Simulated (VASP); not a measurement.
Ta3N (space group P-3m1, No. 164): a cell listed in the Materials Project, as set up for an electronic-structure calculation.

```cif
data_structure
_symmetry_space_group_name_H-M 'P-3m1'
_symmetry_Int_Tables_number 164
_cell_length_a 3.0322
_cell_length_b 3.0322
_cell_length_c 7.5241
_cell_angle_alpha 90.000
_cell_angle_beta 90.000
_cell_angle_gamma 120.000
_cell_volume 59.91
loop_
_atom_site_label
_atom_site_type_symbol
_atom_site_symmetry_multiplicity
_atom_site_Wyckoff_symbol
_atom_site_fract_x
_atom_site_fract_y
_atom_site_fract_z
_atom_site_occupancy
Ta1 Ta 2 d 0.66667 0.33333 0.82607 1
Ta2 Ta 1 b 0.00000 0.00000 0.50000 1
N1 N 1 a 0.00000 0.00000 0.00000 1
```

Describe the stacking along c, with columns A (0, 0), B (1/3, 2/3), C (2/3, 1/3) of the hexagonal mesh.

N(A) – Ta(B) – Ta(A) – Ta(C) (four layers in 7.52 Å).

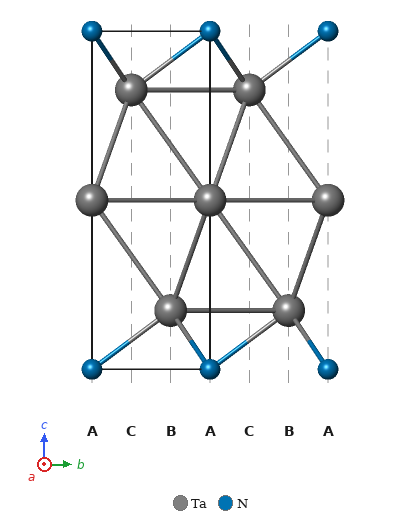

The picture looks along a close-packed row of the hexagonal mesh; c points upwards. The dashed lines mark the three columns A (0, 0), B (1/3, 2/3) and C (2/3, 1/3). The sequence starts with the first layer at or above the cell's origin.
